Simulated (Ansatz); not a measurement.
**Geometry relaxation of GaSb**

The run: geometry relaxation of GaSb (2 atoms in the cell). Method and program: DFT PBEsol, scalar-relativistic, plane waves, PAW, no spin polarisation (Ansatz 0.2.0).

The structure derives from an entry of the Crystallography Open Database. It belongs to a series of runs on one base structure; here: relaxed at 1 GPa. Figures and captions count atoms from 1; the log counts them from 0 in places.

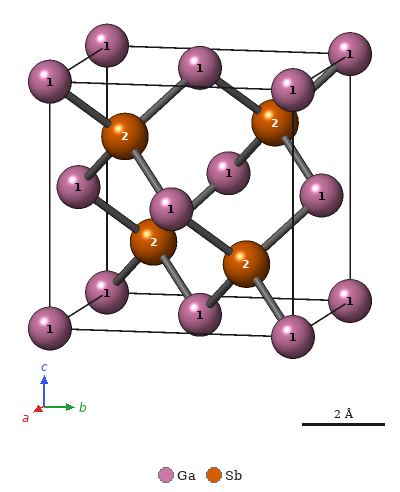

*The structure as given in the input (ball-and-stick view of the cell 4 times as large as that of the calculation, set on its symmetry axes, seen slightly off an axis; atoms are numbered from 1 in the order of the input).*

Near neighbours in the crystal (not all of them lie inside the picture): Ga has 4 Sb at 2.65 Å; Sb has 4 Ga at 2.65 Å.

**The input**
```yaml
crystal:
  lattice:
    - [0.0, 3.0562701464, 3.0562701464]
    - [3.0562701464, 0.0, 3.0562701464]
    - [3.0562701464, 3.0562701464, 0.0]
  atoms:
    - { symbol: Ga, position: [0.0, 0.0, 0.0] }
    - { symbol: Sb, position: [0.75, 0.75, 0.75] }
basis:
  ecutwfc: 420
kpoints:
  mp_grid: { grid: [12, 12, 12] }
hamiltonian:
  xc: pbesol
scf:
  occupations: { method: fermi_dirac, width: 0.15 }
output:
  forces: true
  stress: true
  eigenvalues: true
relax:
  adjacent_minimum: "off"
  f_tol: 0.001
  max_steps: 60
  cell: { stress_tol: 0.02, p_target: 1.0 }
```

Run as:
```bash
ansatz run input.yaml --threads 1 --pin off --max-ram 3072MiB --backend cpu --events-out ev --progress --plain --runs-dir out
```

**Log**
```
Engine: ansatz 0.2.0, x86_64-unknown-linux-gnu
Pseudopotentials: kind: paw
Pseudopotential: Ga, paw, valence charge 13, recommended cutoff 420 eV (normal), Ga.paw.azcp
Pseudopotential: Sb, paw, valence charge 15, recommended cutoff 420 eV (normal), Sb.paw.azcp
Functional definition: PBEsol
  exchange = pbesol_x
  correlation = pbesol_c
Crystal: 2 atoms, lattice volume = 57.096 Å³
Basis set: ecut = 420 eV, 1139 PW (Γ), exchange–correlation on 60×60×60 points (8 copies of the dense FFT grid, shifted against one another)
Bands: 18, of which v1, the nominal top of the filled ones, is band 14 counted from 1 (13 counted from 0)
Symmetry: 24 space group operations
Space group: F-43m (ITA 216), of the structure as read, at distance tolerance 3.9e-5 Å
k-points: 72 of 1728 (time reversal used)
Non-local potential: Ga, projectors of the file, l = 0: 2, l = 1: 2, l = 2: 3, l = 3: 1
Non-local potential: Sb, projectors of the file, l = 0: 2, l = 1: 2, l = 2: 2, l = 3: 2
PAW form: soft (Blöchl's): semilocal exchange-correlation on the pseudo side does not see the compensation charge
PAW frozen core: Ga, regenerated for the run's functional, and the local potential with it (the file was generated under x = pbe(κ = 0.804, μ = 0.2195149727645171), c = pbe(β = 0.06672455060314922))
PAW frozen core: Sb, regenerated for the run's functional, and the local potential with it (the file was generated under x = pbe(κ = 0.804, μ = 0.2195149727645171), c = pbe(β = 0.06672455060314922))
PAW one-centre angular grid: Ga, 590 points (default); XC on 64 Gauss nodes
PAW one-centre angular grid: Sb, 590 points (default); XC on 64 Gauss nodes
Initial density: superposition of atomic densities (neutral atoms: chi_scale 0, normalization atom), corrected by the library's trained network
Initial wavefunctions: pseudopotential atomic-orbital guess
Functional: x = pbesol(κ = 0.804, μ = 0.12345679012345678), c = pbesol(β = 0.046)
SCF iter   1: F=—  HF=-10151.539376 eV  |F-HF|=—  |Δ(HF+E_count)|=         —  Δρ=2.70e-3  dr2=5.58e-3  ethr=1.77e-3  ⟨swp⟩=5.1  Hψ=6289  notcnv=0
preconditioner: auto → none  [insulator: Δε(μ)=0.343 eV  Ē_g=14.515 eV  σ=0.150 eV  W_gap=0.52  n_scr=14 (ndim 8)  ℏωp=20.8 eV  f_vac=0.091  D(μ)=0.07/eV (n_scr^D=0)  ε∞_Penn≈3.1]
SCF iter   2: F=—  HF=-10151.536342 eV  |F-HF|=—  |Δ(HF+E_count)|=   3.03e-3  Δρ=1.20e-3  dr2=6.35e-4  ethr=1.99e-5  ⟨swp⟩=2.1  Hψ=2455  notcnv=0
SCF iter   3: F=—  HF=-10151.536512 eV  |F-HF|=—  |Δ(HF+E_count)|=   1.70e-4  Δρ=3.22e-4  dr2=5.44e-5  ethr=2.27e-6  ⟨swp⟩=2.5  Hψ=2343  notcnv=0
SCF iter   4: F=—  HF=-10151.536512 eV  |F-HF|=—  |Δ(HF+E_count)|=   3.33e-7  Δρ=1.83e-4  dr2=1.26e-5  ethr=1.94e-7  ⟨swp⟩=2.0  Hψ=1948  notcnv=0
SCF iter   5: F=—  HF=-10151.536511 eV  |F-HF|=—  |Δ(HF+E_count)|=   5.64e-7  Δρ=8.12e-5  dr2=2.44e-6  ethr=4.48e-8  ⟨swp⟩=2.2  Hψ=2063  notcnv=0
SCF iter   6: F=—  HF=-10151.536512 eV  |F-HF|=—  |Δ(HF+E_count)|=   5.75e-7  Δρ=2.16e-5  dr2=1.68e-7  ethr=8.70e-9  ⟨swp⟩=2.0  Hψ=1949  notcnv=0
SCF iter   7: F=-10151.536512 eV  HF=-10151.536512 eV  |F-HF|=2.53e-10  |Δ(HF+E_count)|=   5.57e-8  Δρ=1.84e-6  dr2=2.50e-9  ethr=3.57e-10  ⟨swp⟩=5.4  Hψ=5372  notcnv=0
SCF 1 converged in 7 iterations: F = -10151.536512 eV  dr2 = 2.50e-9
  greatest PAW one-centre occupation: 0.996 electrons in one spin orbital (limit 2), on the Sb atom at site 1 (counted from 0), in its partial waves of l = 2
relax step   1: F+E_penalty+E_count = -10151.53651185 eV  Δ(F+E_penalty+E_count) = +0.000e0 eV  max|allowed force component| = 1.850e-16 eV/Å  Δτ_max = 0.0000 Å  P = -0.000 GPa  Ω = 57.096 Å³  (7 SCF iters, dr2 threshold 1.00e-7 eV, accepted)
Crystal: 2 atoms, lattice volume = 55.648 Å³
Basis set: ecut = 420 eV, 1067 PW (Γ), exchange–correlation on 60×60×60 points (8 copies of the dense FFT grid, shifted against one another)
Initial density: handed on by an earlier stage of this run
Initial wavefunctions: those handed on with the density
iter 1 solved again at ethr=1.76e-6 eV; its pass at ethr=3.10e-3 eV (dr2=4.92e-4 eV) is discarded
SCF iter   1: F=—  HF=-10151.530690 eV  |F-HF|=—  |Δ(HF+E_count)|=         —  Δρ=8.68e-4  dr2=5.00e-4  ethr=1.76e-6  ⟨swp⟩=2.4  Hψ=8107  notcnv=0
preconditioner: auto → Kerker (q_TF=auto, 2.433 Å⁻¹)  [metal: Δε(μ)=0.230 eV  Ē_g=14.651 eV  σ=0.150 eV  W_gap=0.34  n_scr=14 (ndim 8)  ℏωp=21.1 eV  f_vac=0.062  D(μ)=0.06/eV (n_scr^D=0)]
SCF iter   2: F=—  HF=-10151.530674 eV  |F-HF|=—  |Δ(HF+E_count)|=   1.61e-5  Δρ=5.83e-4  dr2=2.66e-4  ethr=1.76e-6  ⟨swp⟩=1.0  Hψ=1296  notcnv=0
SCF iter   3: F=—  HF=-10151.530656 eV  |F-HF|=—  |Δ(HF+E_count)|=   1.75e-5  Δρ=1.31e-4  dr2=1.99e-5  ethr=9.51e-7  ⟨swp⟩=1.2  Hψ=1307  notcnv=0
SCF iter   4: F=—  HF=-10151.530665 eV  |F-HF|=—  |Δ(HF+E_count)|=   9.06e-6  Δρ=4.97e-5  dr2=1.70e-6  ethr=7.11e-8  ⟨swp⟩=2.0  Hψ=1589  notcnv=0
SCF iter   5: F=—  HF=-10151.530667 eV  |F-HF|=—  |Δ(HF+E_count)|=   1.48e-6  Δρ=3.29e-5  dr2=3.07e-7  ethr=6.07e-9  ⟨swp⟩=2.0  Hψ=1976  notcnv=0
SCF iter   6: F=-10151.530667 eV  HF=-10151.530667 eV  |F-HF|=1.02e-8  |Δ(HF+E_count)|=   6.53e-8  Δρ=5.98e-6  dr2=2.33e-8  ethr=7.14e-10  ⟨swp⟩=6.0  Hψ=6093  notcnv=0
SCF 2 converged in 6 iterations: F = -10151.530667 eV  dr2 = 2.33e-8
relax step   2: F+E_penalty+E_count = -10151.53066667 eV  Δ(F+E_penalty+E_count) = +5.845e-3 eV  max|allowed force component| = 3.527e-17 eV/Å  Δτ_max = 0.0000 Å  P = +1.395 GPa  Ω = 55.648 Å³  energy of the carried Pulay correction = +3.037e-4 eV  (6 SCF iters, dr2 threshold 2.00e-7 eV, accepted)
Crystal: 2 atoms, lattice volume = 56.051 Å³
iter 1 solved again at ethr=2.19e-7 eV; its pass at ethr=3.10e-3 eV (dr2=6.13e-5 eV) is discarded
SCF iter   1: F=—  HF=-10151.533574 eV  |F-HF|=—  |Δ(HF+E_count)|=         —  Δρ=2.47e-4  dr2=3.99e-5  ethr=2.19e-7  ⟨swp⟩=3.2  Hψ=7846  notcnv=0
preconditioner: auto → Kerker (q_TF=auto, 2.430 Å⁻¹)  [metal: Δε(μ)=0.263 eV  Ē_g=14.614 eV  σ=0.150 eV  W_gap=0.40  n_scr=14 (ndim 8)  ℏωp=21.0 eV  f_vac=0.075  D(μ)=0.06/eV (n_scr^D=0)]
SCF iter   2: F=—  HF=-10151.533571 eV  |F-HF|=—  |Δ(HF+E_count)|=   2.21e-6  Δρ=1.64e-4  dr2=2.11e-5  ethr=1.43e-7  ⟨swp⟩=1.0  Hψ=1296  notcnv=0
SCF iter   3: F=—  HF=-10151.533570 eV  |F-HF|=—  |Δ(HF+E_count)|=   1.37e-6  Δρ=3.60e-5  dr2=1.60e-6  ethr=7.55e-8  ⟨swp⟩=1.2  Hψ=1316  notcnv=0
SCF iter   4: F=—  HF=-10151.533571 eV  |F-HF|=—  |Δ(HF+E_count)|=   9.06e-7  Δρ=2.90e-5  dr2=4.82e-7  ethr=5.71e-9  ⟨swp⟩=2.0  Hψ=1946  notcnv=0
SCF iter   5: F=-10151.533571 eV  HF=-10151.533571 eV  |F-HF|=3.44e-8  |Δ(HF+E_count)|=   7.88e-8  Δρ=1.01e-5  dr2=4.03e-8  ethr=7.14e-10  ⟨swp⟩=6.1  Hψ=6148  notcnv=0
SCF 3 converged in 5 iterations: F = -10151.533571 eV  dr2 = 4.03e-8
relax step   3: F+E_penalty+E_count = -10151.53357090 eV  Δ(F+E_penalty+E_count) = -2.904e-3 eV  max|allowed force component| = 3.990e-17 eV/Å  Δτ_max = 0.0000 Å  P = +0.986 GPa  Ω = 56.051 Å³  energy of the carried Pulay correction = +2.185e-4 eV  (5 SCF iters, dr2 threshold 2.00e-7 eV, accepted)
Initial wavefunctions: pseudopotential atomic-orbital guess (no wavefunctions were taken with the density)
iter 1 solved again at ethr=5.45e-7 eV; its pass at ethr=3.10e-3 eV (dr2=1.53e-4 eV) is discarded
SCF iter   1: F=—  HF=-10151.533343 eV  |F-HF|=—  |Δ(HF+E_count)|=         —  Δρ=1.77e-5  dr2=5.28e-8  ethr=5.45e-7  ⟨swp⟩=2.7  Hψ=9372  notcnv=0
eigensolver tolerance schedule: the retry pair's looser diagonalisation over-reported the residual by 2889.68 of it (diagonalisation noise at 1.03 of the residual, at the tolerance the schedule requests for it); recorded, not acted on — ethr = c·dr2/N_el stays at c = 1.0e-1
preconditioner: auto → Kerker (q_TF=auto, 2.430 Å⁻¹)  [metal: Δε(μ)=0.264 eV  Ē_g=14.615 eV  σ=0.150 eV  W_gap=0.40  n_scr=14 (ndim 8)  ℏωp=21.0 eV  f_vac=0.074  D(μ)=0.06/eV (n_scr^D=0)]
SCF iter   2: F=—  HF=-10151.533341 eV  |F-HF|=—  |Δ(HF+E_count)|=   2.19e-6  Δρ=1.54e-5  dr2=7.43e-8  ethr=1.88e-10  ⟨swp⟩=3.1  Hψ=2792  notcnv=0
SCF iter   3: F=—  HF=-10151.533341 eV  |F-HF|=—  |Δ(HF+E_count)|=   1.61e-8  Δρ=7.17e-6  dr2=2.17e-8  ethr=1.88e-10  ⟨swp⟩=2.0  Hψ=1689  notcnv=0
SCF iter   4: F=—  HF=-10151.533341 eV  |F-HF|=—  |Δ(HF+E_count)|=   1.11e-8  Δρ=1.51e-6  dr2=2.77e-9  ethr=7.75e-11  ⟨swp⟩=2.0  Hψ=1952  notcnv=0
SCF iter   5: F=—  HF=-10151.533341 eV  |F-HF|=—  |Δ(HF+E_count)|=   2.34e-9  Δρ=6.18e-7  dr2=4.63e-10  ethr=9.89e-12  ⟨swp⟩=2.0  Hψ=1960  notcnv=0
SCF iter   6: F=—  HF=-10151.533341 eV  |F-HF|=—  |Δ(HF+E_count)|=  2.62e-10  Δρ=2.21e-7  dr2=3.45e-11  ethr=1.65e-12  ⟨swp⟩=3.0  Hψ=2137  notcnv=0
SCF iter   7: F=-10151.533341 eV  HF=-10151.533341 eV  |F-HF|=0.00e0  |Δ(HF+E_count)|=  1.82e-11  Δρ=6.67e-8  dr2=1.48e-12  ethr=1.00e-12  ⟨swp⟩=5.0  Hψ=5868  notcnv=0
SCF 4 converged in 7 iterations: F = -10151.533341 eV  dr2 = 1.48e-12
relax step   4: F+E_penalty+E_count = -10151.53334090 eV  Δ(F+E_penalty+E_count) = +2.300e-4 eV  max|allowed force component| = 4.626e-17 eV/Å  Δτ_max = 0.0000 Å  P = +0.988 GPa  Ω = 56.051 Å³  stress off target by 1.18e-2 GPa  SCF on the basis re-selected at this cell (its energy is not comparable with the rows above)  (7 SCF iters)
```

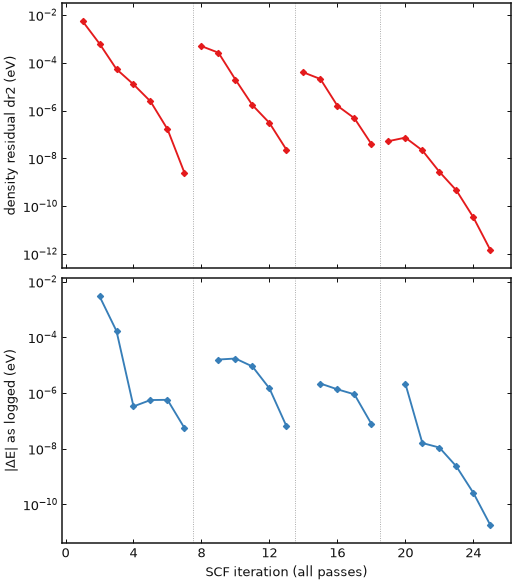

*Convergence of the self-consistent field: density residual dr2 and size of the energy change against the SCF iteration. The dotted lines part the SCF passes of the relaxation: geometry steps, rejected trials and re-solves on a re-selected basis.*

The passes take 7, 6, 5 and 7 iterations.

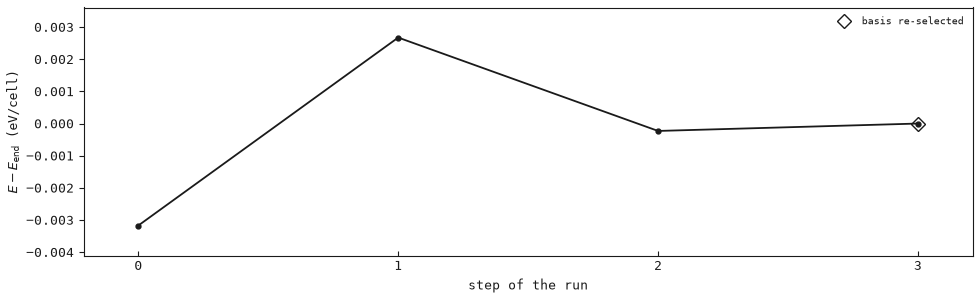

*Progress of the relaxation, step by step (the first geometry is step 0 here and step 1 in the log).*

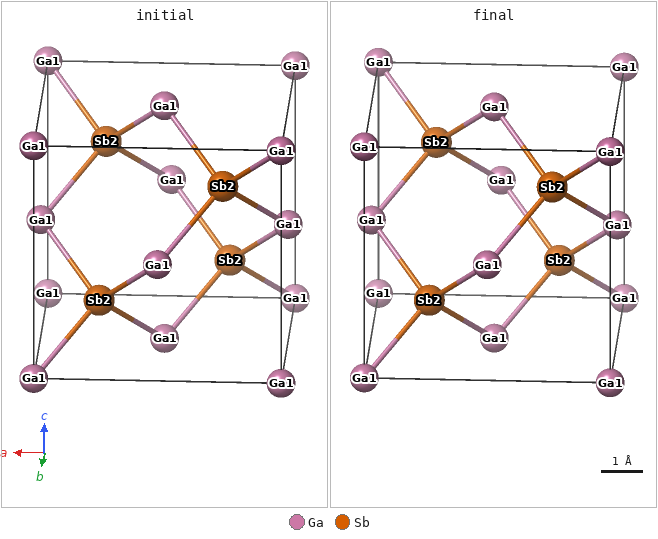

*Before (left) and after (right) the relaxation, at one scale (ball-and-stick view of the cell 4 times as large as that of the calculation, set on its symmetry axes, seen at an oblique angle).*

The atoms keep their places relative to the cell (all moves are under 0.005 Å). Cell: a = b = c 6.113 → 6.075 Å (−0.6 %). Volume −1.8 %. Among the contacts that change: Ga1–Sb2 2.647 → 2.631 Å. The space group stays F-43m (No. 216). Over 2 geometry steps the energy rises by 2.9 meV per cell of the calculation. With the target pressure of 1 GPa, the enthalpy E + pV changes by −3.6 meV per cell of the calculation. All forces vanish by symmetry, so only the cell relaxes. Pressure: 0.00 GPa at the start and 0.99 GPa at the end. A last SCF at the same geometry on a re-selected plane-wave basis shifts the energy by +0.2 meV per cell of the calculation. (Atoms are counted from 1 in the order of the input.)

```
basis re-selected at this cell: Δ(F+E_penalty+E_count) = +2.300e-4 eV, ΔP = +0.002 GPa vs the last step (what re-selecting the basis moved, of the pressure what is left beyond the Pulay correction that the steps carried, after the strain that the cell walked since its last selection, with what the two solves' SCF thresholds leave and, on support functions, any second-order correction that the steps lacked; it is no measure of the basis error at this ecutwfc). This SCF's stress stands 1.18e-2 GPa from its target on what of the cell is left free (relax.cell.stress_tol is 2.00e-2 GPa) and its largest allowed force component is 4.63e-17 eV/Å (relax.f_tol is 1.00e-3 eV/Å): within both
SCF converged after 7 iterations
Free energy (F): -10151.533341 eV
Harris-Foulkes:  -10151.533341 eV  (|F-HF|=0.00e0)
Internal energy: -10151.527233 eV  (E = F + TS)
E sigma→0 (E₀):  -10151.530287 eV
Entropy (-TS):   -0.006108 eV (-3.054 meV/atom)
Fermi energy:    8.048642 eV
--- Per-component energies (eV) ---
  E_band       = -258.126428
  E_kinetic    = 324.098900
  E_local      = -3888.259919  (includes V_loc(G=0)·N_el)
  E_nonlocal   = 790.200064
  E_hartree    = 1788.466491
  E_xc         = -206.102609
  E_vxc        = -154.879309  (∫ρ·V_xc dr)
  E_paw        = -6449.563509  (= ΣΔE_a)
  E_vpaw       = -906.219083  (= ΣTr[D̂ρ^β])
  E_aug_tail   = -0.000121  (compensation charges beyond the density's cutoff)
  E_ewald      = -2511.561364
  E_core_change = 1.194835  (= ΣΔE_core)
  E_smearing   = -0.006108  (= −TS)
  E_closure    = -0.000000  (closes the sum)
  Σ components = -10151.533341   (vs F -10151.533341, Δ=0.00e0)
--- Forces (eV/Å), atoms counted from 1 ---
  atom   1  Ga    -0.00000000    -0.00000000     0.00000000
  atom   2  Sb     0.00000000     0.00000000    -0.00000000
  max |Σ_I F_I| component: 2.08e-17 eV/Å
--- Stress (GPa, compression-positive) ---
        0.988246       0.000000       0.000000
        0.000000       0.988246       0.000000
        0.000000       0.000000       0.988246
  P = ⅓ Tr σ = 0.9882 GPa (9.882 kbar)
--- Band table (eV; the first three rows and the last of 72) ---
  k-point 0: bands = ["-20.9011", "-20.9011", "-20.9011", "-20.8789", "-20.8789", "-7.1951", "-7.1951", "-7.1951", "-7.1419", "-7.1419", "-3.8135", "7.8395", "7.8395", "7.8395", "7.9691", "10.6051", "10.6051", "10.6051"]
  k-point 1: bands = ["-20.9010", "-20.9009", "-20.9009", "-20.8789", "-20.8789", "-7.1973", "-7.1942", "-7.1942", "-7.1421", "-7.1421", "-3.7399", "6.5450", "7.7111", "7.7111", "8.7952", "10.7803", "10.7803", "10.8682"]
  k-point 2: bands = ["-20.9009", "-20.9003", "-20.9003", "-20.8787", "-20.8787", "-7.2033", "-7.1917", "-7.1917", "-7.1424", "-7.1424", "-3.5235", "5.1134", "7.4227", "7.4227", "8.8771", "11.1621", "11.1621", "11.8094"]
  k-point 71: bands = ["-20.9003", "-20.8986", "-20.8945", "-20.8795", "-20.8767", "-7.2393", "-7.1750", "-7.1700", "-7.1484", "-7.1429", "-1.2319", "1.0756", "4.3722", "4.5964", "11.5820", "12.1017", "12.2636", "12.5455"]
--- Relaxed structure (3 steps of the walk, 3 accepted, 1 SCFs on fresh bases) ---
  F+E_penalty+E_count = -10151.53334090 eV   max|allowed force component| = 4.626e-17 eV/Å   (the final SCF, on the basis selected at the relaxed cell)
  cell:  # Å, volume = 56.0511 Å³
    - [1.3757504488818095e-33, 3.037512342861429, 3.037512342861429]
    - [3.037512342861429, 1.3146059844870624e-32, 3.037512342861429]
    - [3.037512342861429, 3.037512342861429, 1.3502735887173314e-32]
  atoms:
    - { symbol: Ga, position: [1.9272300760200547e-33, -1.6856699030039173e-33, -1.8432091462753115e-33] }
    - { symbol: Sb, position: [0.7500000000000001, 0.7500000000000001, 0.7500000000000001] }
```

**Trajectory as extended XYZ (Å, eV, eV/Å), 4 frames, from step=1 to step=4**
```
2
Lattice="0.0000 3.0563 3.0563 3.0563 0.0000 3.0563 3.0563 3.0563 0.0000" Properties=species:S:1:pos:R:3:forces:R:3 step=1 energy=-10151.53651 pressure_GPa=-0.00
Ga    0.0000    0.0000    0.0000    0.0000   0.0000   0.0000
Sb    4.5844    4.5844    4.5844    0.0000   0.0000   0.0000
2
Lattice="0.0000 3.0302 3.0302 3.0302 0.0000 3.0302 3.0302 3.0302 0.0000" Properties=species:S:1:pos:R:3:forces:R:3 step=2 energy=-10151.53067 pressure_GPa=1.40
Ga    0.0000    0.0000    0.0000    0.0000   0.0000   0.0000
Sb    4.5453    4.5453    4.5453    0.0000   0.0000   0.0000
2
Lattice="0.0000 3.0375 3.0375 3.0375 0.0000 3.0375 3.0375 3.0375 0.0000" Properties=species:S:1:pos:R:3:forces:R:3 step=3 energy=-10151.53357 pressure_GPa=0.99
Ga    0.0000    0.0000    0.0000    0.0000   0.0000   0.0000
Sb    4.5563    4.5563    4.5563    0.0000   0.0000   0.0000
2
Lattice="0.0000 3.0375 3.0375 3.0375 0.0000 3.0375 3.0375 3.0375 0.0000" Properties=species:S:1:pos:R:3:forces:R:3 step=4 energy=-10151.53334 pressure_GPa=0.99
Ga    0.0000    0.0000    0.0000    0.0000   0.0000   0.0000
Sb    4.5563    4.5563    4.5563    0.0000   0.0000   0.0000
```

**Key numbers**

```tsv
quantity	value
outcome	converged
space group (tolerance 0.01 Å)	F-43m (216)
electrons treated	28
free energy	−10151.5333 eV
Fermi energy	8.049 eV
gap on the k-point mesh	none (metallic)
pressure	0.99 GPa
final volume	56.05 Å³
largest force (length of the vector) at the end	under 0.001 eV/Å
final cell	a = 4.296 Å, b = 4.296 Å, c = 4.296 Å, α = 60.00°, β = 60.00°, γ = 60.00°
hardware	1 thread of Intel Xeon @ 2.50GHz (Skylake/Cascade Lake), 192 GiB of memory available, shared host
wall time	53 s
peak memory	0.46 GiB
```

**Notes**

Results for this metal are sensitive to the k-point mesh.
